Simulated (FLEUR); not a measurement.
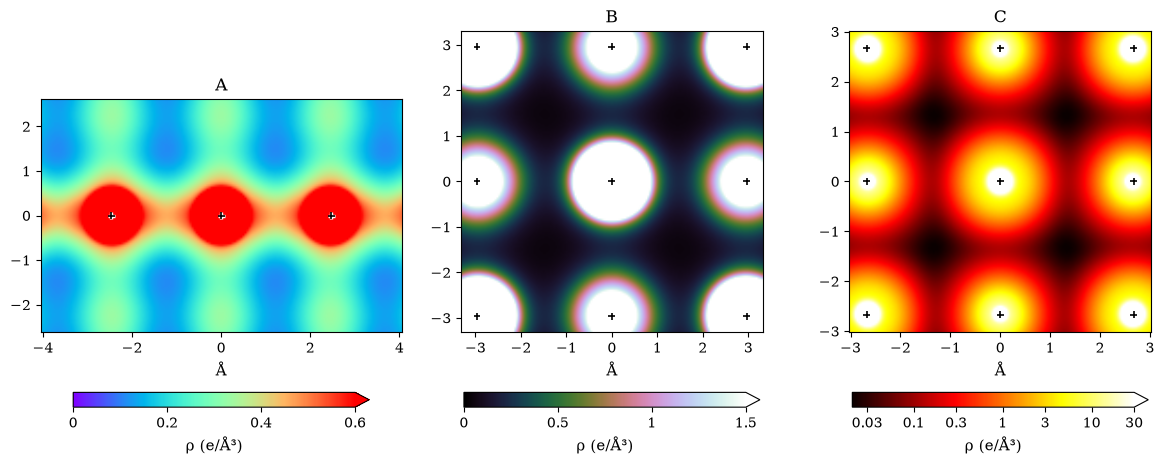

The electron density of 3 systems, each on a plane through atoms (crosses mark nuclei in the plane).

Method: Kohn-Sham DFT of a periodic cell, PBEsol, all-electron in FLEUR MaX-R8.1 (later development tree).

System 1: Si, the (110) plane of the conventional cell. Space group P6/mmm; a structure from a database of computed crystals, not necessarily the ambient phase.

```
Si
1.0
     2.62054    0.00000    0.00000
    -1.31027    2.26946    0.00000
     0.00000    0.00000    2.46635
Si
1
Direct
  0.00000 0.00000 0.00000
```

System 2: KF, the (010) plane of the conventional cell. Space group Fm-3m.

```cif
data_structure
_symmetry_space_group_name_H-M 'P 1'
_symmetry_Int_Tables_number 1
_cell_length_a 5.3437
_cell_length_b 5.3437
_cell_length_c 5.3437
_cell_angle_alpha 90.000
_cell_angle_beta 90.000
_cell_angle_gamma 90.000
_cell_volume 152.59
loop_
_atom_site_label
_atom_site_type_symbol
_atom_site_fract_x
_atom_site_fract_y
_atom_site_fract_z
_atom_site_occupancy
K1 K 0.00000 0.00000 0.00000 1
K2 K 0.50000 0.50000 0.00000 1
K3 K 0.50000 0.00000 0.50000 1
K4 K 0.00000 0.50000 0.50000 1
F1 F 0.50000 0.00000 0.00000 1
F2 F 0.00000 0.50000 0.00000 1
F3 F 0.00000 0.00000 0.50000 1
F4 F 0.50000 0.50000 0.50000 1
```

System 3: PbS, the (001) plane of the conventional cell. Space group Fm-3m.

Question: Match each panel to its system.

Answer: Panel A is system 1, Si: the plane holds Si. Si–Si (2.47 Å): the density is about 0.46 e/Å³ at the midpoint. Panel B is system 3, PbS: the plane holds Pb and S. Pb–S (2.97 Å): the density is about 0.22 e/Å³ at the midpoint. Panel C is system 2, KF: the plane holds K and F. K–F (2.67 Å): ρ is about 0.12 e/Å³ halfway.
